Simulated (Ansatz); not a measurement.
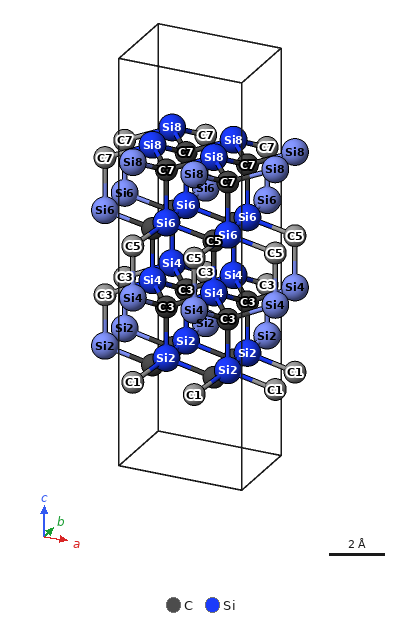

**Figure 1.** The input geometry of run 1 (ball-and-stick view of the 2 × 2 repeat of the cell, with the vacuum cut short, seen slightly off an axis; neighbours outside the cell are drawn fainter; atoms are numbered from 1 in the order of the input). An atom can appear more than once, as a periodic image. Near neighbours in the periodic cell (some may lie outside the picture): C has 3 Si at 1.89 Å; Si has 4 C at 1.88 to 1.97 Å; C has 4 Si at 1.87 to 1.97 Å; Si has 3 C at 1.87 Å.

**Mending a single-point calculation on SiC**

System: SiC (slab, 8 atoms in the cell).
Method of run 1: DFT, PBE, plane waves, PAW, PAW set soft_1 (Ansatz 0.2.0).

The structure derives from an entry of the Crystallography Open Database. Text and figures count atoms from 1; the logs count them from 0 in places.

### The input, run 1
```yaml
crystal:
  lattice:
    - [3.092014721, 0.0, 0.0]
    - [-1.5460073605, 2.6777632973, 0.0]
    - [0.0, 0.0, 23.7337342075]
  atoms:
    - { symbol: Xx, position: [0.3333333333, 0.6666666667, 0.1685364791] }
    - { symbol: Si, position: [0.6666666667, 0.3333333333, 0.1950726634] }
    - { symbol: C, position: [0.6666666667, 0.3333333333, 0.2754269682] }
    - { symbol: Si, position: [0.3333333333, 0.6666666667, 0.3019631523] }
    - { symbol: C, position: [0.3333333333, 0.6666666667, 0.3835929564] }
    - { symbol: Si, position: [0.6666666667, 0.3333333333, 0.4085739433] }
    - { symbol: C, position: [0.6666666667, 0.3333333333, 0.4915761113] }
    - { symbol: Si, position: [0.3333333333, 0.6666666667, 0.5154576225] }
basis:
  ecutwfc: 420
kpoints:
  mp_grid: { grid: [9, 9, 1] }
hamiltonian:
  xc: pbe
  pseudopotentials: { kind: paw, azcp: { folder: soft_1 } }
scf:
  occupations: { method: gaussian, width: 0.05 }
  max_iter: 60
output:
  forces: true
  eigenvalues: true
efield:
  axis: 3
  dipole_correction: true
  ramp_width: 0.04
```

Command:
```bash
ansatz run input.yaml --threads 1 --pin off --max-ram 3072MiB --backend cpu --events-out ev --progress --plain --runs-dir out
```

Hardware: 1 thread of Arm Neoverse V1, 24 GiB of memory available, shared host.

### Output (run 1)
```
Error: YAML parse error: error: line 7 column 17: `Xx` is not an element symbol (H … Og, case-exact)
 --> <input>:7:17
  |
5 |     - [0.0, 0.0, 23.7337342075]
6 |   atoms:
7 |     - { symbol: Xx, position: [0.3333333333, 0.6666666667, 0.1685364791] }
  |                 ^ `Xx` is not an element symbol (H … Og, case-exact)
8 |     - { symbol: Si, position: [0.6666666667, 0.3333333333, 0.1950726634] }
9 |     - { symbol: C, position: [0.6666666667, 0.3333333333, 0.2754269682] }
  |
```

> Diagnose this run and give a change of the input that cures it.

A setting was made wrong on purpose: an unknown element (`crystal.atoms[0].symbol`). The program refused the input: “YAML parse error: error: line 7 column 17: `Xx` is not an element symbol (H … Og, case-exact) --> <input>:7:17 | 5 | - [0.0, 0.0, 23.7337342075] 6 | atoms: 7 | - { symbol: Xx, position: [0.3333333333, 0.6666666667, 0.1685364791] } | ^ `Xx` is not an element symbol (H … Og, case-exact) 8 | - { symbol: Si, position: …”

A run of the same system that converges differs from this input as follows (lines with − go, lines with + come):
```diff
-    - { symbol: Xx, position: [0.3333333333, 0.6666666667, 0.1685364791] }
+    - { symbol: C, position: [0.3333333333, 0.6666666667, 0.1685364791] }
-  max_iter: 60
```

### Output, shortened to warnings, some set-up lines, iterations and results (run 2)
```
Basis set: ecut = 420 eV, 3799 PW (Γ), exchange–correlation on 48×48×320 points (8 copies of the dense FFT grid, shifted against one another)
Symmetry: 6 space group operations
k-points: 12 of 81 (time reversal used)
Initial density: superposition of atomic densities (neutral atoms: chi_scale 0, normalization atom)
[...]
SCF iter   1: F=—  HF=-3553.591766 eV  |F-HF|=—  |Δ(HF+E_count)|=         —  Δρ=1.01e-1  dr2=6.84e1  ethr=3.10e-3  p=-0.000 e·Å  D=-8.49e-8 V/Å  ΔV_dip=0.00 eV  …
SCF iter   2: F=—  HF=-4485.454749 eV  |F-HF|=—  |Δ(HF+E_count)|=    9.32e2  Δρ=3.57e-1  dr2=1.71e4  ethr=3.10e-3  p=4.089 e·Å  D=3.77e0 V/Å  ΔV_dip=-89.36 eV  …
SCF iter   3: F=—  HF=-3550.401426 eV  |F-HF|=—  |Δ(HF+E_count)|=    9.35e2  Δρ=8.75e-2  dr2=5.61e1  ethr=3.10e-3  p=0.078 e·Å  D=7.21e-2 V/Å  ΔV_dip=-1.71 eV  …
SCF iter   4: F=—  HF=-3549.891952 eV  |F-HF|=—  |Δ(HF+E_count)|=   5.09e-1  Δρ=7.70e-2  dr2=7.50e1  ethr=3.10e-3  p=0.137 e·Å  D=1.26e-1 V/Å  ΔV_dip=-3.00 eV  …
SCF iter   5: F=—  HF=-3548.383256 eV  |F-HF|=—  |Δ(HF+E_count)|=    1.51e0  Δρ=5.93e-2  dr2=8.05e1  ethr=3.10e-3  p=0.265 e·Å  D=2.44e-1 V/Å  ΔV_dip=-5.80 eV  …
[... 10 lines ...]
SCF iter  16: F=—  HF=-3544.401533 eV  |F-HF|=—  |Δ(HF+E_count)|=   1.35e-5  Δρ=8.27e-5  dr2=5.30e-5  ethr=7.26e-6  p=0.108 e·Å  D=9.93e-2 V/Å  ΔV_dip=-2.36 eV  …
SCF iter  17: F=—  HF=-3544.401410 eV  |F-HF|=—  |Δ(HF+E_count)|=   1.23e-4  Δρ=4.53e-5  dr2=1.29e-5  ethr=1.66e-7  p=0.108 e·Å  D=9.97e-2 V/Å  ΔV_dip=-2.37 eV  …
SCF iter  18: F=—  HF=-3544.401416 eV  |F-HF|=—  |Δ(HF+E_count)|=   5.41e-6  Δρ=1.69e-5  dr2=1.27e-6  ethr=4.05e-8  p=0.109 e·Å  D=1.00e-1 V/Å  ΔV_dip=-2.38 eV  …
SCF iter  19: F=-3544.401416 eV  HF=-3544.401416 eV  |F-HF|=1.07e-7  |Δ(HF+E_count)|=   1.16e-7  Δρ=5.64e-6  dr2=9.18e-8  ethr=3.13e-10  p=0.109 e·Å  D=1.00e-1 V/Å  …
SCF 1 converged in 19 iterations: F = -3544.401416 eV  dr2 = 9.18e-8
SCF converged after 19 iterations
Free energy (F): -3544.401416 eV
Harris-Foulkes:  -3544.401416 eV  (|F-HF|=1.07e-7)
Internal energy: -3544.393414 eV  (E = F + TS)
E sigma→0 (E₀):  -3544.397415 eV
Entropy (-TS):   -0.008002 eV (-1.000 meV/atom)
Fermi energy:    1.281765 eV
Dipole field:    D = 0.100278 V/Å  (p = 0.108899 e·Å, saw-weighted, corrected)
Work function:   Φ+ = 4.2499 eV   Φ− = 6.6299 eV
Levels:          The Fermi level and band energies are counted from a zero that moves with the ramp; work functions are not
--- Per-component energies (eV) ---
  E_band       = -168.779036
  E_kinetic    = 521.496228
  E_local      = -15086.566875  (includes V_loc(G=0)·N_el)
  E_nonlocal   = 181.728302
  E_hartree    = 7339.483521
  E_xc         = -417.661403
  E_vxc        = -427.981072  (∫ρ·V_xc dr)
  E_paw        = -2445.497514  (= ΣΔE_a)
  E_vpaw       = -36.390067  (= ΣTr[D̂ρ^β])
  E_aug_tail   = 0.000212  (compensation charges beyond the density's cutoff)
  E_efield     = 0.005460  (sawtooth field / dipole correction)
  E_vefield    = -0.029287  (∫n·V_field dr)
  E_ewald      = 6362.618654
  E_smearing   = -0.008002  (= −TS)
  E_closure    = 0.000000  (closes the sum)
  Σ components = -3544.401416   (vs F -3544.401416, Δ=0.00e0)
--- Forces (eV/Å), atoms counted from 1 ---
  atom   1  C      0.00000000    -0.00000000     2.40955268
  atom   2  Si    -0.00000000     0.00000000    -3.02111018
  atom   3  C      0.00000000     0.00000000     1.29145720
  atom   4  Si    -0.00000000    -0.00000000    -0.68300313
  atom   5  C     -0.00000000    -0.00000000    -0.00280263
  atom   6  Si     0.00000000     0.00000000     0.00184446
  atom   7  C      0.00000000     0.00000000     0.00361995
  atom   8  Si    -0.00000000    -0.00000000     0.00064060
  max |Σ_I F_I| component: 1.99e-4 eV/Å
```

### The two runs side by side

```tsv
quantity	run 1	run 2
outcome	refused	converged
free energy per atom (eV)	–	−443.0502
gap on the mesh (eV)	–	0.00
work function (eV)	–	4.25
largest force (eV/Å)	–	3.021
SCF iterations	–	19
irreducible k-points	–	12
plane waves at Γ	–	3799
```
